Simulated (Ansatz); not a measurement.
**Geometry relaxation of Ti₃Al (part 2 of 2)**

Continued. System: Ti₃Al (8 atoms in the cell). Method: DFT PBEsol, scalar-relativistic, plane waves, PAW, no spin polarisation (Ansatz 0.2.0); cutoff 420 eV, 6×6×8 k-mesh, Gaussian smearing of 0.15 eV. The structure derives from an entry of the Crystallography Open Database. It belongs to a series of runs on one base structure; here: all atoms moved at random, sigma 0.15 A a component; relaxed back.

Geometry of the input (Å; fractional positions):
```
5.6878  0.0000  0.0000
-2.8439  4.9258  0.0000
0.0000  0.0000  4.6077
Ti 0.8051  0.1832  0.2310
Ti 0.6755  0.8549  0.7855
Ti 0.7793  0.6142  0.2661
Ti 0.1687  0.7843  0.7037
Ti 0.3162  0.1791  0.2860
Ti 0.1831  0.3775  0.7423
Al 0.3487  0.6422  0.2445
Al 0.7233  0.3647  0.7409
```

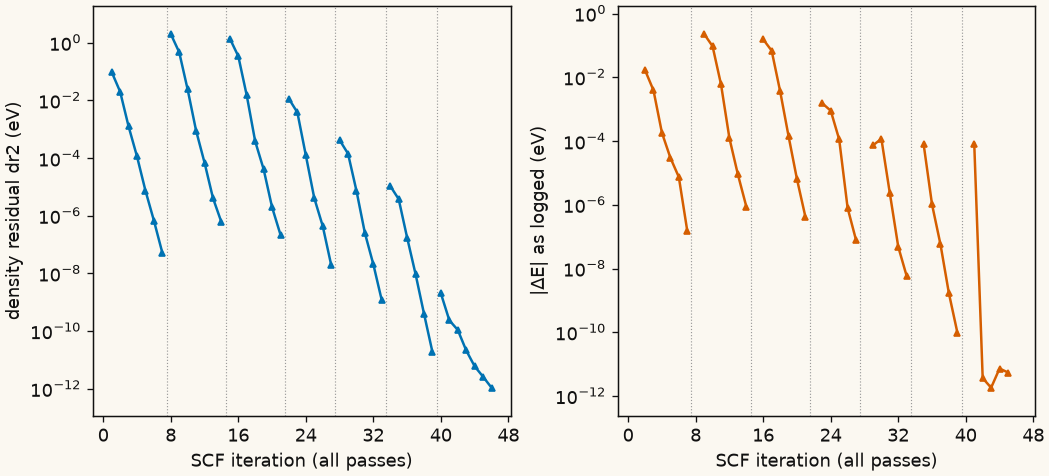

Figure 1. Convergence of the self-consistent field: density residual dr2 and size of the energy change against the SCF iteration. The dotted lines part the SCF passes of the relaxation: geometry steps, rejected trials and re-solves on a re-selected basis. The 7 passes take 6 to 7 iterations each, 46 in all.

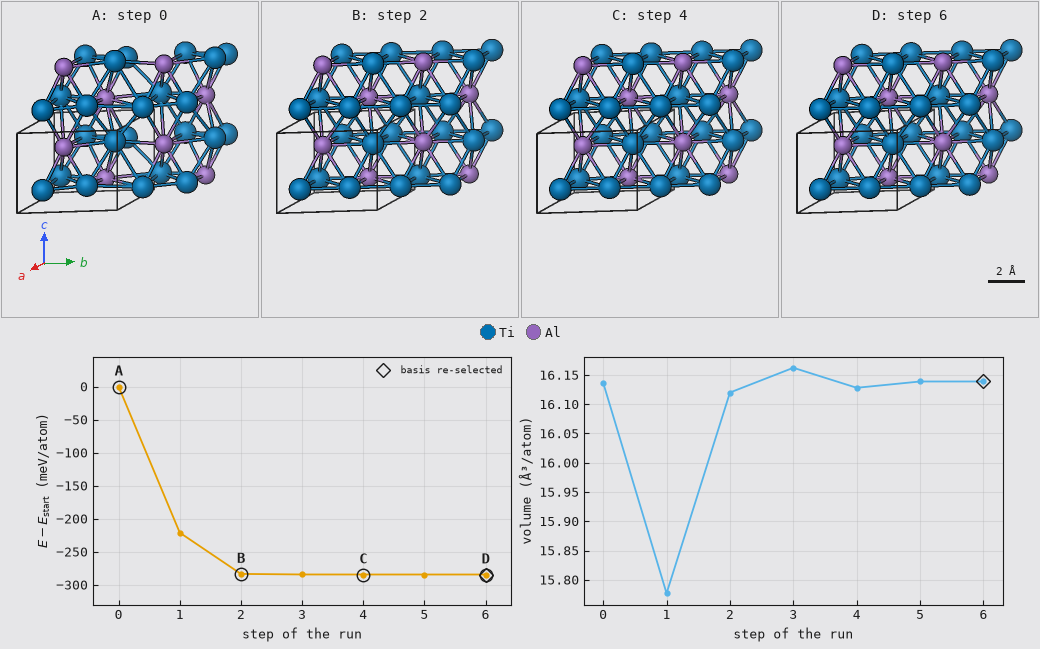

Figure 2. Frames of the relaxation (ball-and-stick view of the cell of the calculation, repeated 1 × 2 × 2, seen slightly off an axis) above the curves, on which the letters mark them (the first geometry is step 0 here and step 1 in the log).

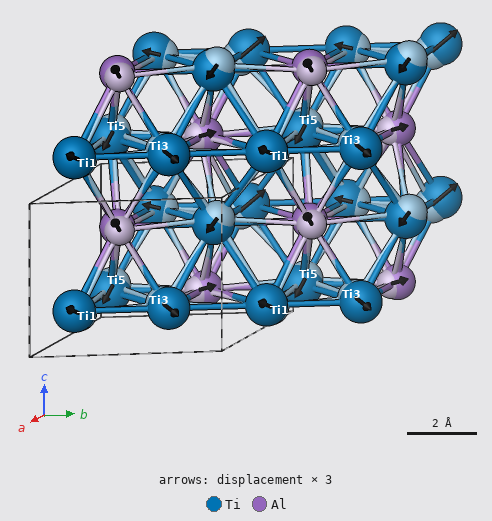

Figure 3. Start (faint) and end (solid) with the displacements as black arrows, magnified 3 times (ball-and-stick view of the cell of the calculation, repeated 1 × 2 × 2, seen slightly off an axis). The energy falls by 284 meV per atom in 5 geometry steps. Largest force component: 2.9 eV/Å at the start, 0.00032 eV/Å at the end. Pressure: 6.04 GPa at the start and 0.00 GPa at the end. The largest move is that of Ti4, 0.34 Å. Largest moves by element: Ti 0.34 Å, Al 0.28 Å. The lattice vectors keep their values. Distances before and after: Ti4–Ti5 3.326 → 2.847 Å, Ti4–Ti6 3.338 → 2.895 Å, Ti5–Al8 3.215 → 2.813 Å, Ti4–Al8 3.235 → 2.844 Å. The space group (tolerance 0.01 Å) goes from P1 (No. 1) to P6_3/mmc (No. 194). A last SCF at the same geometry on a re-selected plane-wave basis shifts the energy by next to nothing (0.0 meV per atom). (Atoms are counted from 1 in the order of the input.)

```
basis re-selected at this cell: Δ(F+E_penalty+E_count) = -2.161e-6 eV, ΔP = -0.001 GPa vs the last step (what re-selecting the basis moved, of the pressure what is left beyond the Pulay correction that the steps carried, after the strain that the cell walked since its last selection, with what the two solves' SCF thresholds leave and, on support functions, any second-order correction that the steps lacked; it is no measure of the basis error at this ecutwfc). This SCF's stress stands 1.34e-3 GPa from its target on what of the cell is left free (relax.cell.stress_tol is 1.00e-1 GPa) and its largest allowed force component is 3.16e-4 eV/Å (relax.f_tol is 1.00e-2 eV/Å): within both
SCF converged after 7 iterations
Free energy (F): -15894.787951 eV
Harris-Foulkes:  -15894.787951 eV  (|F-HF|=3.64e-12)
Internal energy: -15894.733871 eV  (E = F + TS)
E sigma→0 (E₀):  -15894.760911 eV
Entropy (-TS):   -0.054081 eV (-6.760 meV/atom)
Fermi energy:    12.516938 eV
--- Per-component energies (eV) ---
  E_band       = -933.722908
  E_kinetic    = 1687.742806
  E_local      = -5514.935445  (includes V_loc(G=0)·N_el)
  E_nonlocal   = 79.180954
  E_hartree    = 2319.330754
  E_xc         = -662.153872
  E_vxc        = -791.454306  (∫ρ·V_xc dr)
  E_paw        = -7046.421802  (= ΣΔE_a)
  E_vpaw       = -1032.919134  (= ΣTr[D̂ρ^β])
  E_aug_tail   = 0.000687  (compensation charges beyond the density's cutoff)
  E_ewald      = -6758.352536
  E_core_change = 0.874584  (= ΣΔE_core)
  E_smearing   = -0.054081  (= −TS)
  E_closure    = -0.000000  (closes the sum)
  Σ components = -15894.787951   (vs F -15894.787951, Δ=0.00e0)
--- Forces (eV/Å), atoms counted from 1 ---
  atom   1  Ti    -0.00003918     0.00030340     0.00000511
  atom   2  Ti    -0.00003099    -0.00025167    -0.00001977
  atom   3  Ti    -0.00030758    -0.00020569     0.00004714
  atom   4  Ti     0.00031588     0.00006265    -0.00000711
  atom   5  Ti     0.00027690    -0.00008266    -0.00003214
  atom   6  Ti    -0.00022967     0.00014093    -0.00005663
  atom   7  Al     0.00003985     0.00000605     0.00008912
  atom   8  Al    -0.00002521     0.00002699    -0.00002571
  max |Σ_I F_I| component: 2.94e-9 eV/Å
--- Stress (GPa, compression-positive) ---
       -0.001291      -0.000143       0.000016
       -0.000143      -0.000877      -0.000043
        0.000016      -0.000043       0.000054
  P = ⅓ Tr σ = -0.0007 GPa (-0.007 kbar)
--- Band table (eV; the first three rows and the last of 148) ---
  k-point 0: bands = ["-43.7708", "-43.6621", "-43.6598", "-43.6597", "-43.6077", "-43.6077", "-20.4190", "-20.4129", "-20.2775", "-20.2466", "-20.2466", "-20.1918", "-20.1918", "-20.1891", "-20.1891", "-20.0229", "-19.9336", "-19.9336", "-19.8651", "-19.8317", "-19.7645", "-19.7645", "-19.7637", "-19.7637", "4.7776", "7.5510", "10.0267", "10.2533", "10.3359", "10.3359", "10.5077", "10.5077", "10.6166", "11.2300", "11.2300", "11.5417", "11.5417", "11.9986", "12.2467", "12.5584", "13.2639", "13.2640", "13.2828", "13.4833", "13.4834", "14.5757", "14.5758"]
  k-point 1: bands = ["-43.7666", "-43.6663", "-43.6578", "-43.6578", "-43.6097", "-43.6097", "-20.4171", "-20.4080", "-20.2890", "-20.2890", "-20.2676", "-20.2089", "-20.2088", "-20.1365", "-20.1365", "-20.0158", "-19.9255", "-19.9255", "-19.8832", "-19.8391", "-19.7646", "-19.7646", "-19.7644", "-19.7644", "4.8960", "7.4819", "10.0759", "10.1489", "10.4036", "10.4036", "10.4292", "10.5032", "10.5032", "11.2963", "11.2963", "11.5276", "11.5276", "11.9842", "12.2533", "12.7953", "13.3381", "13.3382", "13.3714", "13.4052", "13.4053", "14.5771", "14.5771"]
  k-point 2: bands = ["-43.7549", "-43.6781", "-43.6521", "-43.6521", "-43.6153", "-43.6153", "-20.4119", "-20.3993", "-20.3300", "-20.3300", "-20.2539", "-20.2539", "-20.2338", "-20.0590", "-20.0590", "-19.9953", "-19.9342", "-19.9132", "-19.9132", "-19.8601", "-19.7663", "-19.7662", "-19.7655", "-19.7654", "5.2380", "7.2824", "9.7031", "9.7893", "10.5044", "10.5045", "10.5522", "10.5522", "10.7246", "11.4788", "11.4789", "11.5400", "11.5400", "12.0177", "12.2742", "13.1690", "13.2163", "13.2163", "13.4520", "13.4521", "13.6318", "14.2422", "14.5094"]
  k-point 147: bands = ["-43.6912", "-43.6912", "-43.6594", "-43.6594", "-43.6337", "-43.6337", "-20.3579", "-20.3579", "-20.2359", "-20.2359", "-20.2186", "-20.2186", "-20.0893", "-20.0893", "-20.0764", "-20.0764", "-19.9804", "-19.9804", "-19.8986", "-19.8986", "-19.8738", "-19.8738", "-19.7886", "-19.7886", "7.1491", "7.1491", "8.6302", "8.6302", "10.4599", "10.4599", "10.4670", "10.4670", "11.1327", "11.1327", "12.1595", "12.1595", "12.3517", "12.3517", "12.5589", "12.5590", "12.7952", "12.7952", "13.2065", "13.2065", "13.9400", "13.9400", "14.2003"]
--- Relaxed structure (6 steps of the walk, 6 accepted, 1 SCFs on fresh bases) ---
  F+E_penalty+E_count = -15894.78795139 eV   max|allowed force component| = 3.159e-4 eV/Å   (the final SCF, on the basis selected at the relaxed cell)
  cell:  # Å, volume = 129.1108 Å³
    - [5.687628370209463, 1.5134898003441628e-5, 4.0660942923625613e-7]
    - [-2.843801077898577, 4.925611502716107, 6.636313351479707e-6]
    - [3.2939708148908627e-7, 6.397989460774312e-6, 4.6086171394311615]
  atoms:
    - { symbol: Ti, position: [0.8303589602156192, 0.16963491598066, 0.2500005472232358] }
    - { symbol: Ti, position: [0.6607192597037826, 0.8303619014790607, 0.7499994058208047] }
    - { symbol: Ti, position: [0.8303656496838325, 0.6607224148477882, 0.24999759966773813] }
    - { symbol: Ti, position: [0.16963479143515162, 0.830359905558933, 0.7499994266993708] }
    - { symbol: Ti, position: [0.3392800245380114, 0.16964286358061612, 0.2500018168607523] }
    - { symbol: Ti, position: [0.16964178069607858, 0.3392787678070667, 0.750002561925116] }
    - { symbol: Al, position: [0.3333324012953599, 0.6666666144844197, 0.24999792736993925] }
    - { symbol: Al, position: [0.6666671323321636, 0.33333261636145484, 0.7500007144330426] }
```

**Trajectory as extended XYZ (Å, eV, eV/Å), 7 frames, from step=1 to step=7**
```
8
Lattice="5.6878 0.0000 0.0000 -2.8439 4.9258 0.0000 0.0000 0.0000 4.6077" Properties=species:S:1:pos:R:3:forces:R:3 step=1 energy=-15892.51271 pressure_GPa=6.04
Ti    4.0585    0.9024    1.0646    1.0622  -0.5960   1.0809
Ti    1.4111    4.2108    3.6193    0.8411  -0.4997  -1.3426
Ti    2.6857    3.0256    1.2263    1.2307   2.2320  -0.5901
Ti   -1.2709    3.8633    3.2423   -0.3809   2.9133   1.2859
Ti    1.2892    0.8821    1.3177    0.6718  -2.1054  -1.1134
Ti   -0.0321    1.8593    3.4203    1.1685  -1.5198   0.2661
Al    0.1570    3.1632    1.1264   -1.8543   1.4579  -0.2115
Al    3.0770    1.7963    3.4140   -2.7392  -1.8823   0.6247
8
Lattice="5.6180 -0.0411 -0.0046 -2.8446 4.8780 0.0001 -0.0038 -0.0021 4.6253" Properties=species:S:1:pos:R:3:forces:R:3 step=2 energy=-15894.28145 pressure_GPa=3.89
Ti    4.0780    0.8282    1.1328    0.5487  -0.2113   0.2881
Ti    1.4338    4.1049    3.5327    0.0253  -0.2027  -0.4779
Ti    2.7013    3.0823    1.2063    0.7369   0.8309  -0.3107
Ti   -1.3193    3.9191    3.3877   -0.3778   1.4830   0.5225
Ti    1.3212    0.7656    1.2065    0.1293  -0.3118  -0.4382
Ti   -0.0381    1.7849    3.4315    0.6503  -1.2363   0.1438
Al    0.0385    3.1964    1.1210   -0.6460   0.4902   0.1000
Al    2.8633    1.6578    3.4642   -1.0666  -0.8421   0.1723
8
Lattice="5.6654 -0.0318 -0.0020 -2.8603 4.9486 -0.0020 -0.0016 -0.0028 4.6148" Properties=species:S:1:pos:R:3:forces:R:3 step=3 energy=-15894.78075 pressure_GPa=0.15
Ti    4.2101    0.8023    1.1457   -0.0463   0.1245   0.0424
Ti    1.3866    4.0954    3.4589   -0.0772  -0.0432  -0.0020
Ti    2.8154    3.2473    1.1549   -0.0155  -0.1078  -0.0163
Ti   -1.4050    4.1058    3.4547    0.0310  -0.0497   0.0505
Ti    1.4182    0.8228    1.1570    0.0637  -0.0099  -0.0410
Ti   -0.0163    1.6677    3.4543    0.0703   0.0956   0.0329
Al   -0.0152    3.2861    1.1566   -0.0264  -0.0093  -0.0551
Al    2.8202    1.6285    3.4608    0.0003  -0.0002  -0.0114
8
Lattice="5.6875 -0.0047 0.0012 -2.8479 4.9294 -0.0010 0.0010 -0.0004 4.6141" Properties=species:S:1:pos:R:3:forces:R:3 step=4 energy=-15894.78746 pressure_GPa=-0.18
Ti    4.2355    0.8362    1.1537    0.0203  -0.0285   0.0009
Ti    1.3971    4.0925    3.4606    0.0078   0.0014  -0.0023
Ti    2.8394    3.2489    1.1553    0.0081   0.0246  -0.0076
Ti   -1.3959    4.0900    3.4602   -0.0112   0.0055   0.0021
Ti    1.4427    0.8299    1.1543   -0.0013   0.0206  -0.0037
Ti    0.0017    1.6753    3.4593   -0.0131  -0.0230   0.0043
Al   -0.0011    3.2852    1.1529   -0.0055  -0.0022   0.0018
Al    2.8430    1.6391    3.4608   -0.0052   0.0017   0.0045
8
Lattice="5.6886 0.0001 0.0000 -2.8442 4.9264 0.0000 0.0000 0.0000 4.6040" Properties=species:S:1:pos:R:3:forces:R:3 step=5 energy=-15894.78787 pressure_GPa=0.09
Ti    4.2411    0.8358    1.1510   -0.0008   0.0001   0.0001
Ti    1.3970    4.0909    3.4531   -0.0015  -0.0007  -0.0002
Ti    2.8443    3.2551    1.1510    0.0007  -0.0008  -0.0001
Ti   -1.3968    4.0908    3.4530    0.0007  -0.0007   0.0002
Ti    1.4473    0.8356    1.1510    0.0013   0.0012  -0.0001
Ti    0.0000    1.6714    3.4530    0.0000   0.0009   0.0000
Al    0.0001    3.2843    1.1510   -0.0003   0.0000   0.0000
Al    2.8443    1.6422    3.4530   -0.0001   0.0000   0.0001
8
Lattice="5.6876 0.0000 0.0000 -2.8438 4.9256 0.0000 0.0000 0.0000 4.6086" Properties=species:S:1:pos:R:3:forces:R:3 step=6 energy=-15894.78795 pressure_GPa=0.00
Ti    4.2404    0.8356    1.1522    0.0000   0.0003   0.0000
Ti    1.3965    4.0901    3.4565    0.0000  -0.0003   0.0000
Ti    2.8438    3.2545    1.1521   -0.0003  -0.0002   0.0000
Ti   -1.3966    4.0900    3.4565    0.0003   0.0001   0.0000
Ti    1.4473    0.8356    1.1522    0.0003  -0.0001   0.0000
Ti    0.0000    1.6712    3.4565   -0.0002   0.0001  -0.0001
Al    0.0000    3.2837    1.1521    0.0000   0.0000   0.0001
Al    2.8438    1.6419    3.4565    0.0000   0.0000   0.0000
8
Lattice="5.6876 0.0000 0.0000 -2.8438 4.9256 0.0000 0.0000 0.0000 4.6086" Properties=species:S:1:pos:R:3:forces:R:3 step=7 energy=-15894.78795 pressure_GPa=-0.00
Ti    4.2404    0.8356    1.1522    0.0000   0.0003   0.0000
Ti    1.3965    4.0901    3.4565    0.0000  -0.0003   0.0000
Ti    2.8438    3.2545    1.1521   -0.0003  -0.0002   0.0000
Ti   -1.3966    4.0900    3.4565    0.0003   0.0001   0.0000
Ti    1.4473    0.8356    1.1522    0.0003  -0.0001   0.0000
Ti    0.0000    1.6712    3.4565   -0.0002   0.0001  -0.0001
Al    0.0000    3.2837    1.1521    0.0000   0.0000   0.0001
Al    2.8438    1.6419    3.4565    0.0000   0.0000   0.0000
```

**Results in brief**

- outcome: converged
- space group (tolerance 0.01 Å): P1 (1) → P6₃/mmc (194)
- electrons treated: 78
- free energy: −15894.7880 eV
- Fermi energy: 12.517 eV
- gap on the k-point mesh: none (metallic)
- pressure: 0.00 GPa
- final volume: 129.11 Å³
- largest force (length of the vector) at the end: under 0.001 eV/Å
- final cell: a = 5.688 Å, b = 5.688 Å, c = 4.609 Å, α = 90.00°, β = 90.00°, γ = 120.00°
- hardware: 2 threads of Intel Xeon (Granite Rapids), 192 GiB of memory available, shared host
- wall time: 2.5 min (CPU time 4.9 min)
- peak memory: 0.91 GiB
